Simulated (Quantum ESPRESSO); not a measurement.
**As: band-structure run (part 2 of 2)**

Continued. System: As (2 atoms in the cell). Method: Kohn-Sham DFT of a periodic cell, vdW-DF-cx, SG15 PBE 1.2, no spin polarisation (Quantum ESPRESSO 7.5); cutoff 952.4 eV, 9×9×9 k-mesh, fermi-dirac of 0.05 eV. The structure derives from an entry of the Crystallography Open Database.

Geometry of the input (Å; fractional positions):
```
1.8808  1.0859  3.5141
-1.8808  1.0859  3.5141
0.0000  -2.1718  3.5141
As 0.2260  0.2260  0.2260
As 0.7740  0.7740  0.7740
```

**Log, continued**
```
    -6.0215  -1.7321   4.7093   4.8627   6.4371   8.1285   8.7964   9.3453
    14.3448  15.4822

          k = 0.0000-0.5776 0.1785 (  2857 PWs)   bands (ev):

    -5.0334  -3.1752   4.7123   4.7409   6.9428   7.4770   8.0563   9.0113
    15.7247  17.4389

          k =-0.1250-0.0722 0.0892 (  2888 PWs)   bands (ev):

    -7.2710   1.0867   4.7182   5.1752   6.1698   9.2783   9.7056  10.8066
    13.5197  14.5239

          k =-0.1250-0.2166 0.1339 (  2890 PWs)   bands (ev):

    -6.9103   0.1917   4.2530   4.7973   6.5608   8.7456  10.0237  10.7100
    12.9031  14.6528

          k =-0.1250-0.3610 0.1785 (  2879 PWs)   bands (ev):

    -6.2380  -1.1733   4.0298   4.3506   6.4898   8.5990   9.9411  10.1142
    13.1626  15.4981

          k =-0.1250-0.5054 0.2231 (  2870 PWs)   bands (ev):

    -5.3049  -2.6350   3.8654   4.2559   6.2932   8.5271   8.9796   9.9840
    14.8547  16.6679

          k =-0.1250 0.6498-0.1339 (  2874 PWs)   bands (ev):

    -4.6421  -3.4640   3.6693   4.6186   6.2339   8.2811   8.3612  10.1333
    15.6905  17.1945

          k =-0.1250 0.5054-0.0892 (  2883 PWs)   bands (ev):

    -5.5162  -2.3390   3.7023   5.0502   6.2248   8.0444   8.4383  10.4243
    14.2505  15.7948

          k =-0.1250 0.3610-0.0446 (  2883 PWs)   bands (ev):

    -6.4049  -0.8556   4.0202   5.3437   5.9800   8.4200   9.0052  10.6151
    13.1043  14.7864

          k =-0.1250 0.2166 0.0000 (  2885 PWs)   bands (ev):

    -7.0139   0.4648   4.6251   5.4798   5.5394   9.2456   9.6597  10.4627
    12.8478  14.3026

          k =-0.2501-0.1444 0.1785 (  2878 PWs)   bands (ev):

    -6.6876  -0.0503   3.6323   4.4572   6.0012   9.2912   9.8212  11.5563
    13.3204  15.5333

          k =-0.2501-0.2888 0.2231 (  2876 PWs)   bands (ev):

    -6.1587  -0.8800   3.1667   3.9683   5.3264   9.9557  10.4141  11.4009
    12.8216  16.6996

          k =-0.2501-0.4332 0.2677 (  2867 PWs)   bands (ev):

    -5.3569  -2.0728   2.7000   3.7465   5.0411  10.3887  10.6167  11.2298
    12.7766  17.7321

          k =-0.2501 0.7220-0.0892 (  2872 PWs)   bands (ev):

    -4.4195  -3.2676   2.3219   4.0941   5.0491   9.5582  10.0271  11.8589
    14.3474  16.4398

          k =-0.2501 0.5776-0.0446 (  2883 PWs)   bands (ev):

    -4.7530  -2.9532   2.3459   4.7703   5.2914   8.8946   9.2073  12.0279
    14.5055  16.5003

          k =-0.2501 0.4332 0.0000 (  2889 PWs)   bands (ev):

    -5.6965  -1.8333   2.9111   5.4554   5.6360   8.3853   8.7536  11.6406
    13.2069  15.8981

          k =-0.3751-0.2166 0.2677 (  2871 PWs)   bands (ev):

    -5.7968  -1.1064   2.5311   3.8215   4.3218   9.2952  11.8933  12.3512
    13.8047  17.2031

          k =-0.3751-0.3610 0.3123 (  2864 PWs)   bands (ev):

    -5.1927  -1.8078   1.9963   3.4958   4.0495   9.7496  12.0901  13.0233
    13.3707  18.6251

          k =-0.3751 0.7942-0.0446 (  2867 PWs)   bands (ev):

    -4.4303  -2.7635   1.5218   3.6790   4.0821  10.8599  11.2245  12.5598
    13.6939  17.2370

          k =-0.3751 0.6498 0.0000 (  2876 PWs)   bands (ev):

    -3.8012  -3.6404   1.5704   4.3289   4.3449  10.1365  10.2592  13.4127
    14.0839  15.4533

          k =-0.5002-0.2888 0.3570 (  2851 PWs)   bands (ev):

    -4.8858  -1.9841   1.7144   3.4630   3.4692   9.0106  12.9272  14.2981
    14.3975  18.1751

          k =-0.5002 0.8664 0.0000 (  2856 PWs)   bands (ev):

    -4.5861  -2.3370   1.4562   3.4777   3.5180   9.6183  12.4701  13.6313
    14.6841  18.5449

          k = 0.0000-0.0000 0.1339 (  2891 PWs)   bands (ev):

    -7.3649   1.0708   5.5479   5.5479   5.6106   9.2195  10.1424  10.1424
    14.4108  14.6119

          k = 0.0000-0.1444 0.1785 (  2885 PWs)   bands (ev):

    -7.1317   0.4233   4.4199   5.6335   6.5873   9.0199   9.5432  10.5636
    13.9223  14.3661

          k = 0.0000-0.2888 0.2231 (  2893 PWs)   bands (ev):

    -6.5801  -0.6851   3.5937   5.3601   7.3006   8.1368   9.1996  10.9755
    13.5450  15.0059

          k = 0.0000-0.4332 0.2677 (  2872 PWs)   bands (ev):

    -5.7416  -2.0842   3.3992   4.9390   7.1846   7.7874   9.0865  10.1866
    15.0299  16.5270

          k = 0.0000 0.7220-0.0892 (  2871 PWs)   bands (ev):

    -4.8125  -3.3118   3.7096   4.5891   6.3801   8.2010   9.2275   9.2945
    15.3770  17.3097

          k = 0.0000 0.5776-0.0446 (  2883 PWs)   bands (ev):

    -5.1798  -2.8320   4.3544   4.4251   5.7231   8.4597   8.8990   9.6408
    13.8388  18.1215

          k = 0.0000 0.4332 0.0000 (  2892 PWs)   bands (ev):

    -6.1297  -1.3569   4.4876   4.9507   5.3569   8.3963   9.2779  10.2707
    13.1208  15.8946

          k = 0.0000 0.2888 0.0446 (  2882 PWs)   bands (ev):

    -6.8530   0.1367   4.6244   4.7634   5.9321   8.7272   9.6735  10.8622
    13.1246  14.4363

          k =-0.1250-0.0722 0.2231 (  2880 PWs)   bands (ev):

    -7.0321   0.1184   4.5116   5.0251   7.0476   8.6597   9.8126  10.6186
    13.7194  14.9591

          k =-0.1250-0.2166 0.2677 (  2883 PWs)   bands (ev):

    -6.6164  -0.5412   3.4888   4.7740   6.8553   8.9644   9.8552  11.1109
    13.4114  15.5332

          k =-0.1250-0.3610 0.3123 (  2867 PWs)   bands (ev):

    -5.9068  -1.5855   2.8880   4.1432   6.7232   8.7318  10.2058  11.4558
    13.2898  16.8973

          k =-0.1250 0.7942-0.0446 (  2861 PWs)   bands (ev):

    -4.9887  -2.8122   2.9583   3.5523   6.5596   8.3477  10.5927  10.7526
    14.7886  15.8255

          k =-0.1250 0.6498 0.0000 (  2876 PWs)   bands (ev):

    -4.6696  -3.1851   3.2264   3.5482   6.1567   8.3795   9.9260  10.8539
    14.1727  17.2943

          k =-0.1250 0.5054 0.0446 (  2888 PWs)   bands (ev):

    -5.5649  -2.0155   3.2684   4.4726   5.5377   8.7971   9.4317  10.8357
    13.5043  16.3987

          k =-0.1250 0.3610 0.0892 (  2877 PWs)   bands (ev):

    -6.3765  -0.7213   3.7145   4.8145   5.6663   8.8686   9.7384  10.8023
    12.8704  15.5363

          k =-0.2501-0.1444 0.3123 (  2887 PWs)   bands (ev):

    -6.3491  -0.7619   3.0539   4.3018   5.6593   9.8439  10.5965  11.4814
    13.5623  16.9649

          k =-0.2501-0.2888 0.3570 (  2876 PWs)   bands (ev):

    -5.7980  -1.3458   2.4092   3.5188   5.4735   9.9938  11.1711  12.0072
    13.5561  17.4912

          k =-0.2501 0.8664 0.0000 (  2858 PWs)   bands (ev):

    -5.0154  -2.2895   2.1868   2.7314   5.6969   9.7799  11.7024  12.3778
    13.1759  16.6126

          k =-0.2501 0.7220 0.0446 (  2868 PWs)   bands (ev):

    -4.2357  -3.2371   1.9871   2.9484   5.8564   9.0023  11.4211  12.4403
    14.2643  15.4585

          k =-0.2501 0.5776 0.0892 (  2874 PWs)   bands (ev):

    -4.7490  -2.7868   2.1497   3.8364   5.6941   8.5550  10.5958  12.0503
    14.0565  16.8322

          k =-0.2501 0.4332 0.1339 (  2873 PWs)   bands (ev):

    -5.6069  -1.9010   2.9326   4.9124   5.1500   8.9127   9.7378  11.3684
    13.0264  16.3926

          k =-0.3751-0.2166 0.4016 (  2868 PWs)   bands (ev):

    -5.4394  -1.5201   1.7492   3.7502   4.3451   9.4861  12.2859  13.2778
    14.0603  18.3198

          k =-0.3751 0.9386 0.0446 (  2868 PWs)   bands (ev):

    -4.8898  -2.0852   1.4984   2.9499   4.6563   9.8309  11.8172  13.9673
    14.1266  17.7224

          k =-0.3751 0.7942 0.0892 (  2871 PWs)   bands (ev):

    -4.2554  -2.8879   1.4386   2.7532   5.0814   9.9873  11.7092  13.3608
    13.9634  16.1618

          k =-0.3751 0.6498 0.1339 (  2876 PWs)   bands (ev):

    -3.7843  -3.6598   1.6682   3.4886   5.3539   8.8013  11.7809  12.9651
    14.3023  15.0322

          k =-0.3751 0.5054 0.1785 (  2873 PWs)   bands (ev):

    -4.6279  -3.1468   2.5318   4.7396   5.1085   8.3109  10.3986  11.3815
    14.5888  16.9394

          k = 0.6252 0.3610-0.3123 (  2857 PWs)   bands (ev):

    -4.7080  -2.2458   1.4387   3.5160   3.7529   9.2070  12.5356  14.1460
    14.6500  18.6404

          k = 0.6252 0.2166-0.2677 (  2867 PWs)   bands (ev):

    -4.6130  -2.4604   1.6915   3.0316   4.3337   9.6983  11.5781  13.8431
    14.0681  17.8284

          k = 0.6252 0.0722-0.2231 (  2867 PWs)   bands (ev):

    -4.6236  -2.7213   1.8940   3.5133   4.8587   9.4840  11.5974  12.4078
    13.3625  17.1672

          k = 0.5002 0.2888-0.2231 (  2871 PWs)   bands (ev):

    -5.0759  -2.0578   2.3500   3.6373   3.7908   9.1828  12.1189  12.6972
    13.6071  18.5180

          k = 0.5002 0.1444-0.1785 (  2876 PWs)   bands (ev):

    -5.4455  -1.7946   2.7061   3.8881   4.4572   9.6713  11.0501  11.3119
    13.5032  17.4246

          k = 0.3751 0.2166-0.1339 (  2883 PWs)   bands (ev):

    -6.0485  -1.0824   3.6692   4.0881   4.7578   9.2827  10.1565  11.4667
    13.1284  16.5860

          k = 0.0000-0.0000 0.2677 (  2892 PWs)   bands (ev):

    -7.0624  -0.2410   5.5997   5.5997   6.3590   9.3707   9.4654   9.4654
    14.0655  15.2171

          k = 0.0000-0.1444 0.3123 (  2881 PWs)   bands (ev):

    -6.7778  -0.7277   4.0977   5.7440   7.5171   8.4359   8.8958  10.7212
    14.3610  14.9321

          k = 0.0000-0.2888 0.3570 (  2874 PWs)   bands (ev):

    -6.1938  -1.3822   2.7621   5.2611   7.2434   8.5367   9.0967  11.9321
    14.2924  15.4386

          k = 0.0000 0.8664 0.0000 (  2870 PWs)   bands (ev):

    -5.3652  -2.3453   2.2548   4.6348   6.2134   9.0437   9.5773  12.0189
    15.1697  15.5557

          k = 0.0000 0.7220 0.0446 (  2868 PWs)   bands (ev):

    -4.6468  -3.1425   2.5231   4.1785   5.3399   9.2768  10.1456  11.2874
    13.7737  17.4211

          k = 0.0000 0.5776 0.0892 (  2875 PWs)   bands (ev):

    -5.1919  -2.4043   3.2701   3.9890   4.6306   9.2911  10.6353  10.8121
    13.0317  18.6817

          k =-0.1250-0.0722 0.3570 (  2877 PWs)   bands (ev):

    -6.6351  -1.0715   4.4490   5.0061   7.1198   8.6602  10.0179  10.1072
    13.8614  15.9374

          k =-0.1250-0.2166 0.4016 (  2881 PWs)   bands (ev):

    -6.1995  -1.4470   3.0932   4.5572   6.9809   8.7729  10.3406  11.2769
    14.0502  16.6677

          k =-0.1250 0.9386 0.0446 (  2865 PWs)   bands (ev):

    -5.5095  -2.0050   2.1043   3.7055   6.9949   8.4644  11.0588  12.4427
    14.2510  15.9485

          k =-0.1250 0.7942 0.0892 (  2860 PWs)   bands (ev):

    -4.7149  -2.7846   1.9612   3.0935   6.2622   8.8030  11.2777  12.6581
    14.3438  15.3110

          k =-0.1250 0.6498 0.1339 (  2870 PWs)   bands (ev):

    -4.6593  -2.7891   2.3770   3.0153   5.3317   9.2834  10.9989  12.0180
    13.8957  17.4292

          k =-0.2501-0.1444 0.4462 (  2883 PWs)   bands (ev):

    -5.9312  -1.6261   2.6689   4.3346   5.6227  10.0489  10.8855  11.5854
    13.7065  18.3518

          k =-0.2501 1.0108 0.0892 (  2872 PWs)   bands (ev):

    -5.4195  -1.9141   1.9303   3.2846   6.0033   9.6160  11.3491  12.6980
    14.2391  16.8731

          k =-0.2501 0.8664 0.1339 (  2856 PWs)   bands (ev):

    -4.7378  -2.4672   1.7925   2.2148   6.4779   8.9712  12.3022  12.7813
    14.4502  15.5451

          k =-0.2501 0.7220 0.1785 (  2863 PWs)   bands (ev):

    -4.1777  -3.0706   1.7234   2.3732   5.9980   8.8928  12.1222  13.1554
    14.4650  15.1089

          k = 0.7503 0.4332-0.2677 (  2863 PWs)   bands (ev):

    -5.1231  -2.0810   1.4098   3.8886   4.7468   9.8948  11.5008  13.7616
    13.9571  17.6468

          k = 0.7503 0.2888-0.2231 (  2859 PWs)   bands (ev):

    -4.6787  -2.4942   1.4534   2.8430   5.4718   9.6721  11.2922  13.9617
    14.3142  16.2288

          k = 0.6252 0.3610-0.1785 (  2869 PWs)   bands (ev):

    -4.6167  -2.7119   1.7061   3.7704   4.4416   9.5720  11.3831  13.3258
    13.4709  17.7326

          k =-0.0000 0.0000 0.4016 (  2874 PWs)   bands (ev):

    -6.6310  -1.4792   5.6860   5.6860   6.7697   8.7987   8.7987   9.4491
    14.5154  16.3011

          k =-0.0000-0.1444 0.4462 (  2888 PWs)   bands (ev):

    -6.3408  -1.7737   4.0326   5.6395   7.5934   8.3479   8.6638  10.7719
    14.8332  15.9789

          k =-0.0000 1.0108 0.0892 (  2882 PWs)   bands (ev):

    -5.7933  -2.0062   2.4006   4.9106   6.4831   9.4735   9.5046  12.3172
    15.1799  16.3117

          k =-0.0000 0.8664 0.1339 (  2864 PWs)   bands (ev):

    -5.0802  -2.3995   1.5666   4.2128   5.3896   9.8933  10.4934  13.4730
    14.1283  16.0224

          k =-0.1250-0.0722 0.4908 (  2892 PWs)   bands (ev):

    -6.2151  -2.0156   4.3176   5.1346   7.0132   8.7358   9.3668  10.4279
    14.4776  17.2408

          k =-0.1250 1.0829 0.1339 (  2886 PWs)   bands (ev):

    -5.8418  -2.1083   2.9584   4.3205   7.2648   8.2984  10.8238  11.4582
    14.6588  16.4269

          k =-0.1250 0.9386 0.1785 (  2874 PWs)   bands (ev):

    -5.2737  -2.1985   1.8065   3.3607   6.6237   8.9292  11.5268  12.8431
    14.6879  15.5720

          k = 0.8753 0.5054-0.2231 (  2882 PWs)   bands (ev):

    -5.6605  -2.1517   2.4141   4.5542   5.9245   9.9852  10.1612  12.2300
    14.2589  17.2193

          k = 0.0000-0.0000 0.5354 (  2868 PWs)   bands (ev):

    -6.2578  -2.2823   5.7653   5.7653   6.9200   8.3899   8.3899   9.4152
    15.3781  17.6780

          k = 0.0000 1.1551 0.1785 (  2892 PWs)   bands (ev):

    -6.0638  -2.3094   4.1391   5.3808   7.1907   8.6181   8.8670  10.6503
    15.2078  17.3965

     the Fermi energy is     7.5705 ev

!    total energy              =     -25.37446533 Ry
     estimated scf accuracy    <          1.6E-11 Ry
     smearing contrib. (-TS)   =      -0.00010780 Ry
     internal energy E=F+TS    =     -25.37435753 Ry

     The total energy is F=E-TS. E is the sum of the following terms:
     one-electron contribution =       6.07034415 Ry
     hartree contribution      =       1.44402518 Ry
     xc contribution           =      -6.29522332 Ry
     ewald contribution        =     -26.59350353 Ry

     convergence has been achieved in   7 iterations

     Forces acting on atoms (cartesian axes, Ry/au):

     atom    1 type  1   force =     0.00000000   -0.00000000    0.02329248
     atom    2 type  1   force =    -0.00000000    0.00000000   -0.02329248

     Total force =     0.032941     Total SCF correction =     0.000001

     Computing stress (Cartesian axis) and pressure

          total   stress  (Ry/bohr**3)                   (kbar)     P=       30.99
   0.00023196   0.00000000  -0.00000000           34.12        0.00       -0.00
   0.00000000   0.00023196   0.00000000            0.00       34.12        0.00
   0.00000000   0.00000000   0.00016813            0.00        0.00       24.73

=------------------------------------------------------------------------------=
   JOB DONE.
=------------------------------------------------------------------------------=
```

**File pp_elf.out**
```
This program is part of the open-source Quantum ESPRESSO suite
     for quantum simulation of materials; please cite
         "P. Giannozzi et al., J. Phys.:Condens. Matter 21 395502 (2009);
         "P. Giannozzi et al., J. Phys.:Condens. Matter 29 465901 (2017);
         "P. Giannozzi et al., J. Chem. Phys. 152 154105 (2020);
          URL
     in publications or presentations arising from this work. More details at

     ./tmp/pwscf.save/

     IMPORTANT: XC functional enforced from input :
     Exchange-correlation= VDW-DF-CX
                           (   1   4  27   0   1   0   0)
     Any further DFT definition will be discarded
     Please, verify this is what you really want

     G-vector sticks info
     --------------------
     sticks:   dense  smooth     PW     G-vecs:    dense   smooth      PW
     Sum        1087    1087    343                22937    22937    3961

     Using Slab Decomposition

     %%%%%%%%%%%%%%%%%%%%%%%%%%%%%%%%%%%%%%%%%%%%%%%%%%%%%%%%%%%%%%%%%%%%%%%%
     %                                                                      %
     % You are using vdW-DF, which was implemented by the Thonhauser group. %
     % Please cite the following two papers that made this development      %
     % possible and the two reviews that describe the various versions:     %
     %                                                                      %
     %   T. Thonhauser et al., PRL 115, 136402 (2015).                      %
     %   T. Thonhauser et al., PRB 76, 125112 (2007).                       %
     %   K. Berland et al., Rep. Prog. Phys. 78, 066501 (2015).             %
     %   D.C. Langreth et al., J. Phys.: Condens. Matter 21, 084203 (2009). %
     %                                                                      %
     % If you are calculating stress with vdW-DF, please also cite:         %
     %                                                                      %
     %   R. Sabatini et al., J. Phys.: Condens. Matter 24, 424209 (2012).   %
     %                                                                      %
     %%%%%%%%%%%%%%%%%%%%%%%%%%%%%%%%%%%%%%%%%%%%%%%%%%%%%%%%%%%%%%%%%%%%%%%%

     %%%%%%%%%%%%%%%%%%%%%%%%%%%%%%%%%%%%%%%%%%%%%%%%%%%%%%%%%%%%%%%%%%%%%%%%
     %                                                                      %
     %  vdW-DF NEWS:                                                        %
     %                                                                      %
     %  * vdW-DF3 is now available. DOI: 10.1021/acs.jctc.0c00471           %
     %    use with input_dft = 'vdW-DF3-opt1' or 'vdW-DF3-opt2'             %
     %                                                                      %
     %  * Unscreened and range-separated hybrid vdW-DF-cx functionals       %
     %    DOI: 10.1063/1.4986522 and 10.1088/1361-648X/ac2ad2               %
     %    use with input_dft = 'vdW-DF-cx0'    and 'vdW-DF-ahcx'            %
     %  * Unscreened and range-separated hybrid vdW-DF2-b86r functionals    %
     %    DOI: 10.1063/1.4986522 and DOI: 10.1103/PhysRevX.12.041003        %
     %    use with input_dft = 'vdW-DF2-br0' and 'vdW-DF2-ahbr'             %
     %                                                                      %
     %%%%%%%%%%%%%%%%%%%%%%%%%%%%%%%%%%%%%%%%%%%%%%%%%%%%%%%%%%%%%%%%%%%%%%%%

     Calling punch_plot, plot_num =   8
     Message from routine do_elf_kin:
     elf/kin + US not fully implemented
     Writing data to file  elf.dat
     Reading data from file  elf.dat

     Writing data to be plotted to file elf.cube
     Plot Type: 3D                     Output format: Gaussian cube

=------------------------------------------------------------------------------=
   JOB DONE.
=------------------------------------------------------------------------------=
```

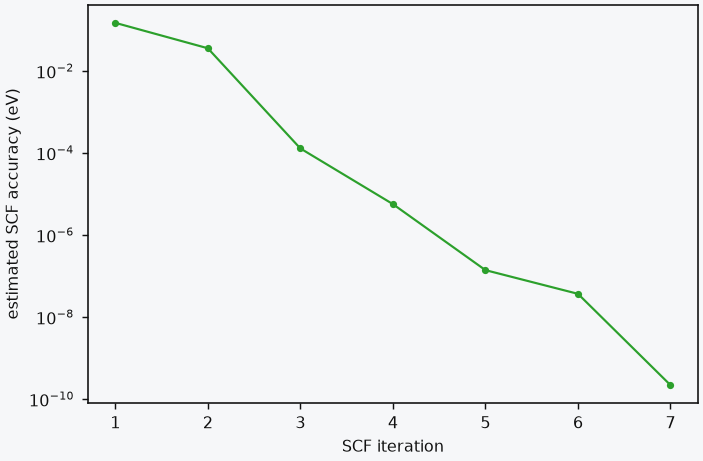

*Convergence of the self-consistent field: estimated SCF accuracy against the iteration.*

The field takes 7 iterations in all.

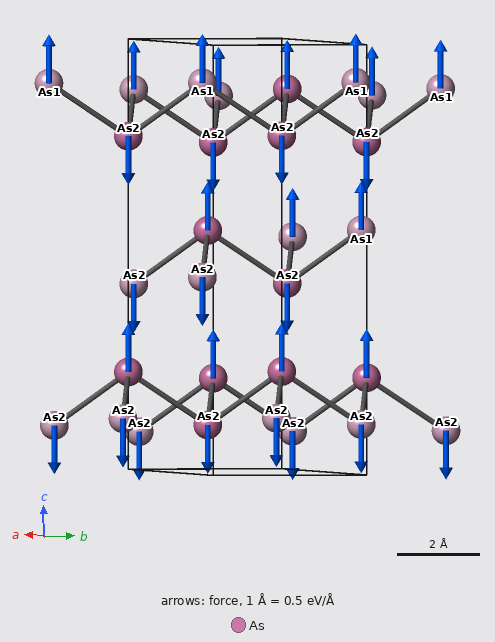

*Forces on the atoms as blue arrows (ball-and-stick view of the cell 3 times as large as that of the calculation, set on its symmetry axes, seen at an oblique angle; neighbours outside the cell are drawn fainter; atoms are numbered from 1 in the order of the input).*

The largest act on As1, As2 (0.60 eV/Å). The geometry is not a stationary point of this energy.

**Key numbers**

| quantity | value |
| --- | --- |
| outcome | converged |
| space group (tolerance 0.01 Å) | R-3m (166) |
| electrons treated | 10 |
| free energy | −345.2372 eV |
| Fermi energy | 7.571 eV |
| gap on the k-point mesh | none (metallic) |
| pressure | 3.10 GPa |
| largest force (length of the vector) | 0.599 eV/Å |
| wall time | 6.2 min |
| peak memory | 0.14 GiB |

**Notes**

Further notes kept with the run: potentials made for another functional. Points of doubt noted for this run: potentials made for another functional.
